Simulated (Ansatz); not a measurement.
## Geometry relaxation of Ga32Sb32 (part 2 of 2)

The same run, continued: Ga32Sb32 (F-43m, 64 atoms in the cell); DFT, PBEsol, PAW, plane waves (Ansatz 0.2.0); cutoff 420 eV, 1×1×1 k-mesh, Fermi–Dirac smearing of 0.01 eV. The structure was built on a prototype by a generator.

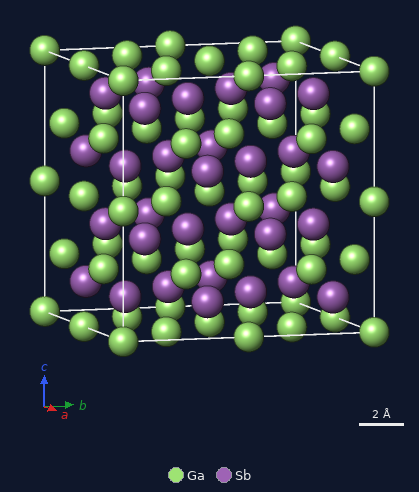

Fig. 1: The starting structure (spheres-only view of the cell of the calculation, seen slightly off an axis).

## Output, continued
```
--- Forces (eV/Å), atoms counted from 1 ---
  atom   1  Ga    -0.00000000     0.00000000    -0.00000000
  atom   2  Ga    -0.00000000    -0.00000000    -0.00000000
  atom   3  Ga    -0.00000000     0.00000000    -0.00000000
  atom   4  Ga    -0.00000000     0.00000000    -0.00000000
  atom   5  Ga    -0.00000000     0.00000000    -0.00000000
  atom   6  Ga    -0.00000000    -0.00000000    -0.00000000
  atom   7  Ga    -0.00000000     0.00000000    -0.00000000
  atom   8  Ga    -0.00000000     0.00000000    -0.00000000
  atom   9  Ga    -0.00000000     0.00000000     0.00000000
  atom  10  Ga    -0.00000000     0.00000000    -0.00000000
  atom  11  Ga    -0.00000000     0.00000000    -0.00000000
  atom  12  Ga    -0.00000000     0.00000000    -0.00000000
  atom  13  Ga    -0.00000000     0.00000000    -0.00000000
  atom  14  Ga    -0.00000000     0.00000000    -0.00000000
  atom  15  Ga    -0.00000000     0.00000000     0.00000000
  atom  16  Ga    -0.00000000    -0.00000000    -0.00000000
  atom  17  Ga    -0.00000000     0.00000000    -0.00000000
  atom  18  Ga    -0.00000000     0.00000000    -0.00000000
  atom  19  Ga    -0.00000000     0.00000000    -0.00000000
  atom  20  Ga    -0.00000000     0.00000000    -0.00000000
  atom  21  Ga    -0.00000000    -0.00000000    -0.00000000
  atom  22  Ga    -0.00000000     0.00000000    -0.00000000
  atom  23  Ga    -0.00000000     0.00000000    -0.00000000
  atom  24  Ga    -0.00000000     0.00000000    -0.00000000
  atom  25  Ga    -0.00000000    -0.00000000    -0.00000000
  atom  26  Ga    -0.00000000     0.00000000    -0.00000000
  atom  27  Ga    -0.00000000    -0.00000000    -0.00000000
  atom  28  Ga    -0.00000000     0.00000000    -0.00000000
  atom  29  Ga    -0.00000000    -0.00000000    -0.00000000
  atom  30  Ga    -0.00000000    -0.00000000    -0.00000000
  atom  31  Ga    -0.00000000    -0.00000000    -0.00000000
  atom  32  Ga    -0.00000000     0.00000000    -0.00000000
  atom  33  Sb    -0.00000000     0.00000000    -0.00000000
  atom  34  Sb     0.00000000    -0.00000000     0.00000000
  atom  35  Sb     0.00000000     0.00000000    -0.00000000
  atom  36  Sb     0.00000000     0.00000000    -0.00000000
  atom  37  Sb    -0.00000000     0.00000000    -0.00000000
  atom  38  Sb     0.00000000     0.00000000     0.00000000
  atom  39  Sb     0.00000000     0.00000000    -0.00000000
  atom  40  Sb     0.00000000     0.00000000    -0.00000000
  atom  41  Sb     0.00000000    -0.00000000    -0.00000000
  atom  42  Sb     0.00000000    -0.00000000    -0.00000000
  atom  43  Sb     0.00000000     0.00000000    -0.00000000
  atom  44  Sb     0.00000000    -0.00000000    -0.00000000
  atom  45  Sb    -0.00000000    -0.00000000    -0.00000000
  atom  46  Sb     0.00000000     0.00000000    -0.00000000
  atom  47  Sb     0.00000000    -0.00000000    -0.00000000
  atom  48  Sb     0.00000000    -0.00000000    -0.00000000
  atom  49  Sb    -0.00000000    -0.00000000    -0.00000000
  atom  50  Sb     0.00000000     0.00000000     0.00000000
  atom  51  Sb     0.00000000     0.00000000     0.00000000
  atom  52  Sb     0.00000000    -0.00000000    -0.00000000
  atom  53  Sb     0.00000000    -0.00000000    -0.00000000
  atom  54  Sb     0.00000000     0.00000000     0.00000000
  atom  55  Sb     0.00000000    -0.00000000    -0.00000000
  atom  56  Sb     0.00000000    -0.00000000    -0.00000000
  atom  57  Sb     0.00000000     0.00000000     0.00000000
  atom  58  Sb     0.00000000    -0.00000000    -0.00000000
  atom  59  Sb     0.00000000     0.00000000     0.00000000
  atom  60  Sb     0.00000000     0.00000000    -0.00000000
  atom  61  Sb     0.00000000     0.00000000     0.00000000
  atom  62  Sb     0.00000000     0.00000000     0.00000000
  atom  63  Sb    -0.00000000     0.00000000     0.00000000
  atom  64  Sb     0.00000000     0.00000000     0.00000000
  max |Σ_I F_I| component: 6.18e-25 eV/Å
--- Stress (GPa, compression-positive) ---
        0.000081      -0.000000       0.000000
       -0.000000       0.000081      -0.000000
        0.000000      -0.000000       0.000081
  P = ⅓ Tr σ = 0.0001 GPa (0.001 kbar)
--- Band table (eV) ---
  k-point 0: bands = ["-21.0682", "-21.0682", "-21.0682", "-21.0682", "-21.0682", "-21.0682", "-21.0682", "-21.0682", "-21.0682", "-21.0682", ... 328 levels left out ..., "-1.9789", "-1.9789", "-1.9789", "-1.9789", "-1.9789", "-1.9789", "-1.9789", "-1.9789", "-1.9789", "-1.9789", "-1.9789", "-1.9789", "-1.9789", "-1.9789", "1.4091", "1.4091", "1.4091", "1.4091", "1.4091", "1.4091", "1.4091", "1.4091", "1.4091", "1.4091", "1.4091", "1.4091", "1.4091", "1.4091", "1.4091",
      "1.4091", "1.4091", "1.4091", "1.4091", "1.4091", "1.4091", "1.4091", "1.4091", "1.4091", "3.5400", "3.5400", "3.5400", "3.5400", "3.5400", "3.5400", "3.5400", "3.5400", "4.4760", "4.4760", "4.4760", "4.4760", "4.4760", "4.4760", "4.4760", "4.4760", "4.4760", "4.4760", "4.4760", "4.4760", "4.4760", "4.4760", "4.4760", "4.4760", "4.4760", "4.4760", "4.4760", "4.4760", "4.4760", "4.4760", "4.4760",
      "4.4760", "5.5915", "5.5915", "5.5915", "5.5915", "5.5915", "5.5915", "5.5915", "5.5915", "5.5915", "5.5915", "5.5915", "5.5915", "5.5915", "5.5915", "5.5915", "5.5915", "5.5915", "5.5915", "5.5915", "5.5915", "5.5915", "5.5915", "5.5915", "5.5915", "6.8864", "6.8864", "6.8864", "6.8864", "6.8864", "6.8864", "6.8864", "6.8864", "6.8864", "6.8864", "6.8864", "6.8864", "6.8864", "6.8864", "6.8864",
      "6.8864", "8.3348", "8.3348", "8.3348", "8.3348", "8.3348", "8.3348", "8.3348", "8.3348", "9.1192", "9.1192", "9.1192", "9.1192", "9.1192", "9.1192", "9.1192", "9.1192", "9.1192", "9.1192", "9.1192", "9.1192", "9.1192", "9.1192", "9.1192", "9.1192", "9.1192", "9.1192", "9.1192", "9.1192", "9.1192", "9.1192", "9.1192", "9.1192", "11.2008", "11.2008", "11.2008", "11.2008", "11.2008", "11.2008", "11.2008",
      "11.2008", "11.2008", "11.2008", "11.2008", "11.2008", "11.2008", "11.2008", "11.2008", "11.2008", "11.4778", "11.4778", "11.4778", "11.4778", "11.4778", "11.4778", "11.4778", "11.4778", "11.4778", "11.4778", "11.4778", "11.4778", "11.4778", "11.4778", "11.4778", "11.4778", "11.4778", "11.4778", "11.4778", "11.4778", "11.4778", "11.4778", "11.4778", "11.4778", "12.7047", "12.7047", "12.7047", "12.7047", "12.7047", "12.7047", "12.7047",
      "12.7047", "12.7047", "12.7047", "12.7047", "12.7047", "12.7047", "12.7047", "12.7047", "12.7047", "12.7047", "12.7047"]
--- Relaxed structure (3 steps of the walk, 3 accepted, 1 SCFs on fresh bases) ---
  F+E_penalty+E_count = -324843.32158318 eV   max|allowed force component| = 1.004e-25 eV/Å   (the final SCF, on the basis selected at the relaxed cell)
  cell:  # Å, volume = 1833.4790 Å³
    - [12.239358212659472, -4.000399680564671e-98, 7.578883859927466e-98]
    - [-4.000399680564671e-98, 12.239358212659472, -4.4255895216217925e-98]
    - [7.578883859927466e-98, -4.4255895216217925e-98, 12.239358212659472]
  atoms:
    - { symbol: Ga, position: [-5.177139566726964e-35, 6.320623527312182e-36, -6.362444673406924e-36] }
    - { symbol: Ga, position: [-5.538116625160979e-35, 4.5699937504488363e-35, 0.49999999999999994] }
    - { symbol: Ga, position: [-2.7159324750481517e-35, 0.49999999999999994, -5.70612268930147e-36] }
    - { symbol: Ga, position: [-6.662067865071648e-35, 0.49999999999999994, 0.49999999999999994] }
    - { symbol: Ga, position: [0.49999999999999994, -2.649547154661578e-35, -2.2604330144965555e-36] }
    - { symbol: Ga, position: [0.49999999999999994, -2.9499231047625103e-36, 0.49999999999999994] }
    - { symbol: Ga, position: [0.49999999999999994, 0.49999999999999994, -8.99798734370685e-36] }
    - { symbol: Ga, position: [0.49999999999999994, 0.49999999999999994, 0.49999999999999994] }
    - { symbol: Ga, position: [0.24999999999999997, 0.24999999999999997, -2.6298222491800214e-35] }
    - { symbol: Ga, position: [0.24999999999999997, 0.24999999999999997, 0.49999999999999994] }
    - { symbol: Ga, position: [0.24999999999999997, 0.75, -6.936726336607945e-36] }
    - { symbol: Ga, position: [0.24999999999999997, 0.75, 0.49999999999999994] }
    - { symbol: Ga, position: [0.75, 0.24999999999999997, -1.3579902155996677e-36] }
    - { symbol: Ga, position: [0.75, 0.24999999999999997, 0.49999999999999994] }
    - { symbol: Ga, position: [0.75, 0.75, 1.1440286904162125e-35] }
    - { symbol: Ga, position: [0.75, 0.75, 0.49999999999999994] }
    - { symbol: Ga, position: [0.24999999999999997, -2.026041368049978e-35, 0.24999999999999997] }
    - { symbol: Ga, position: [0.24999999999999997, -1.0743746084565695e-35, 0.75] }
    - { symbol: Ga, position: [0.24999999999999997, 0.49999999999999994, 0.24999999999999997] }
    - { symbol: Ga, position: [0.24999999999999997, 0.49999999999999994, 0.75] }
    - { symbol: Ga, position: [0.75, 4.137264239547286e-37, 0.24999999999999997] }
    - { symbol: Ga, position: [0.75, 2.7979246344388893e-35, 0.75] }
    - { symbol: Ga, position: [0.75, 0.49999999999999994, 0.24999999999999997] }
    - { symbol: Ga, position: [0.75, 0.49999999999999994, 0.75] }
    - { symbol: Ga, position: [-9.508864137861692e-35, 0.24999999999999997, 0.24999999999999997] }
    - { symbol: Ga, position: [-5.767829291174884e-35, 0.24999999999999997, 0.75] }
    - { symbol: Ga, position: [-8.672053714514849e-35, 0.75, 0.24999999999999997] }
    - { symbol: Ga, position: [-1.8463059120925807e-35, 0.75, 0.75] }
    - { symbol: Ga, position: [0.49999999999999994, 0.24999999999999997, 0.24999999999999997] }
    - { symbol: Ga, position: [0.49999999999999994, 0.24999999999999997, 0.75] }
    - { symbol: Ga, position: [0.49999999999999994, 0.75, 0.24999999999999997] }
    - { symbol: Ga, position: [0.49999999999999994, 0.75, 0.75] }
    - { symbol: Sb, position: [0.12499999999999999, 0.12499999999999999, 0.12499999999999999] }
    - { symbol: Sb, position: [0.12499999999999999, 0.12499999999999999, 0.625] }
    - { symbol: Sb, position: [0.12499999999999999, 0.625, 0.12499999999999999] }
    - { symbol: Sb, position: [0.12499999999999999, 0.625, 0.625] }
    - { symbol: Sb, position: [0.625, 0.12499999999999999, 0.12499999999999999] }
    - { symbol: Sb, position: [0.625, 0.12499999999999999, 0.625] }
    - { symbol: Sb, position: [0.625, 0.625, 0.12499999999999999] }
    - { symbol: Sb, position: [0.625, 0.625, 0.625] }
    - { symbol: Sb, position: [0.375, 0.375, 0.12499999999999999] }
    - { symbol: Sb, position: [0.375, 0.375, 0.625] }
    - { symbol: Sb, position: [0.375, 0.875, 0.12499999999999999] }
    - { symbol: Sb, position: [0.375, 0.875, 0.625] }
    - { symbol: Sb, position: [0.875, 0.375, 0.12499999999999999] }
    - { symbol: Sb, position: [0.875, 0.375, 0.625] }
    - { symbol: Sb, position: [0.875, 0.875, 0.12499999999999999] }
    - { symbol: Sb, position: [0.875, 0.875, 0.625] }
    - { symbol: Sb, position: [0.375, 0.12499999999999999, 0.375] }
    - { symbol: Sb, position: [0.375, 0.12499999999999999, 0.875] }
    - { symbol: Sb, position: [0.375, 0.625, 0.375] }
    - { symbol: Sb, position: [0.375, 0.625, 0.875] }
    - { symbol: Sb, position: [0.875, 0.12499999999999999, 0.375] }
    - { symbol: Sb, position: [0.875, 0.12499999999999999, 0.875] }
    - { symbol: Sb, position: [0.875, 0.625, 0.375] }
    - { symbol: Sb, position: [0.875, 0.625, 0.875] }
    - { symbol: Sb, position: [0.12499999999999999, 0.375, 0.375] }
    - { symbol: Sb, position: [0.12499999999999999, 0.375, 0.875] }
    - { symbol: Sb, position: [0.12499999999999999, 0.875, 0.375] }
    - { symbol: Sb, position: [0.12499999999999999, 0.875, 0.875] }
    - { symbol: Sb, position: [0.625, 0.375, 0.375] }
    - { symbol: Sb, position: [0.625, 0.375, 0.875] }
    - { symbol: Sb, position: [0.625, 0.875, 0.375] }
    - { symbol: Sb, position: [0.625, 0.875, 0.875] }
--- Löwdin populations: 64 sites ---
  site symbol       q [e]
     0     Ga     13.2847
     1     Ga     13.2847
     2     Ga     13.2847
     3     Ga     13.2847
     4     Ga     13.2847
     5     Ga     13.2847
     6     Ga     13.2847
     7     Ga     13.2847
     8     Ga     13.2847
     9     Ga     13.2847
    10     Ga     13.2847
    11     Ga     13.2847
    12     Ga     13.2847
    13     Ga     13.2847
    14     Ga     13.2847
    15     Ga     13.2847
    16     Ga     13.2847
    17     Ga     13.2847
    18     Ga     13.2847
    19     Ga     13.2847
    20     Ga     13.2847
    21     Ga     13.2847
    22     Ga     13.2847
    23     Ga     13.2847
    24     Ga     13.2847
    25     Ga     13.2847
    26     Ga     13.2847
    27     Ga     13.2847
    28     Ga     13.2847
    29     Ga     13.2847
    30     Ga     13.2847
    31     Ga     13.2847
    32     Sb     14.6768
    33     Sb     14.6768
    34     Sb     14.6768
    35     Sb     14.6768
    36     Sb     14.6768
    37     Sb     14.6768
    38     Sb     14.6768
    39     Sb     14.6768
    40     Sb     14.6768
    41     Sb     14.6768
    42     Sb     14.6768
    43     Sb     14.6768
    44     Sb     14.6768
    45     Sb     14.6768
    46     Sb     14.6768
    47     Sb     14.6768
    48     Sb     14.6768
    49     Sb     14.6768
    50     Sb     14.6768
    51     Sb     14.6768
    52     Sb     14.6768
    53     Sb     14.6768
    54     Sb     14.6768
    55     Sb     14.6768
    56     Sb     14.6768
    57     Sb     14.6768
    58     Sb     14.6768
    59     Sb     14.6768
    60     Sb     14.6768
    61     Sb     14.6768
    62     Sb     14.6768
    63     Sb     14.6768
  spilling = 0.001374 (of n_electrons = 896.000000)
```

## Results in brief

- outcome: converged
- space group (tolerance 0.01 Å): F-43m (216)
- electrons treated: 896
- free energy: −324843.3216 eV
- Fermi energy: 7.614 eV
- pressure: 0.00 GPa
- largest force (length of the vector) at the end: under 0.001 eV/Å
- final cell: a = 12.239 Å, b = 12.239 Å, c = 12.239 Å, α = 90.00°, β = 90.00°, γ = 90.00°
- hardware: 8 CPU threads, shared host
- wall time: 7.1 s (CPU time 11 s)
- peak memory: 2.4 GiB

The k-point mesh is coarse for a cell of this size, so the results may not be converged.
